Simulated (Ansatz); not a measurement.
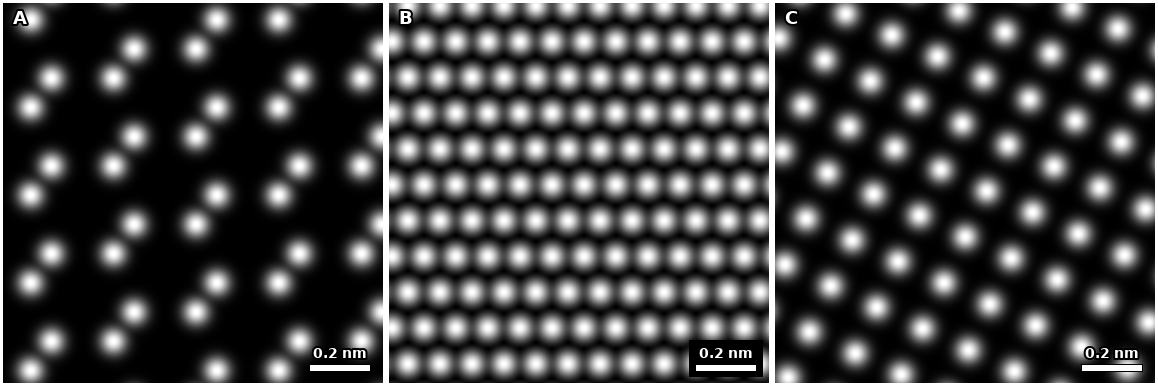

Three views of Be (Fd-3m, No. 227) along different zone axes. Simulation: incoherent imaging, intensity Z^1.6 per atom, probe width 0.59 Å, thin sample. The display is stretched by a gamma of 0.65; percentages refer to the linear signal. Atomic positions: the end point of a relaxation with DFT, PBE, plane waves (420 eV) with PAW, scalar-relativistic in Ansatz; the starting structure was generated, so it need not be a known form of this composition.

```
Be
1.0
     4.89894    0.00000    0.00000
     0.00000    4.89894    0.00000
     0.00000    0.00000    4.89894
Be
8
Direct
  0.75000 0.75000 0.75000
  0.00000 0.50000 0.00000
  0.75000 0.25000 0.25000
  0.00000 0.00000 0.50000
  0.25000 0.75000 0.25000
  0.50000 0.50000 0.50000
  0.25000 0.25000 0.75000
  0.50000 0.00000 0.00000
```

> Match the panels to the zone axes [001], [110] and [210].

A is [110]: projected cell 3.00 × 3.00 Å, 109°, plane group c2mm. B is [210]: projected cell 1.10 × 1.34 Å, 114°, plane group c2mm. C is [001]: projected cell 1.73 × 1.73 Å, 90°, plane group p4mm.
